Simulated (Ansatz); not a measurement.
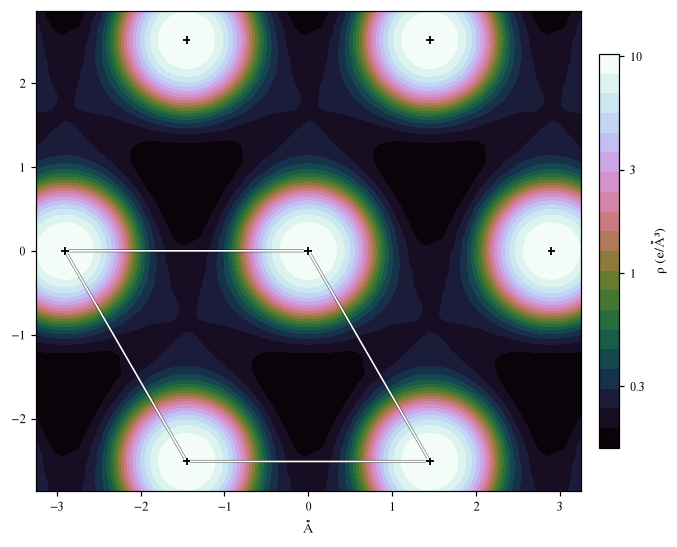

The valence pseudo-density on a plane through atoms (crosses mark nuclei in the plane).

All numbers below come from Ansatz 0.2.0, DFT PBEsol, scalar-relativistic, plane waves, PAW.

Candidates:
A. Al₂Cu, a = 5.99 Å, b = 5.99 Å, c = 4.83 Å, α = 90.00°, β = 90.00°, γ = 90.00°. Space group I4/mcm; computed without spin polarisation.
B. Ti, a = 2.90 Å, b = 2.90 Å, c = 4.59 Å, α = 90.00°, β = 90.00°, γ = 120.00°. Space group P6₃/mmc; computed without spin polarisation.

Which system is this?

Answer. Candidate B: Ti on the (001) plane of the conventional cell, which holds Ti. Ti–Ti (2.90 Å): ρ is about 0.2 e/Å³ halfway.
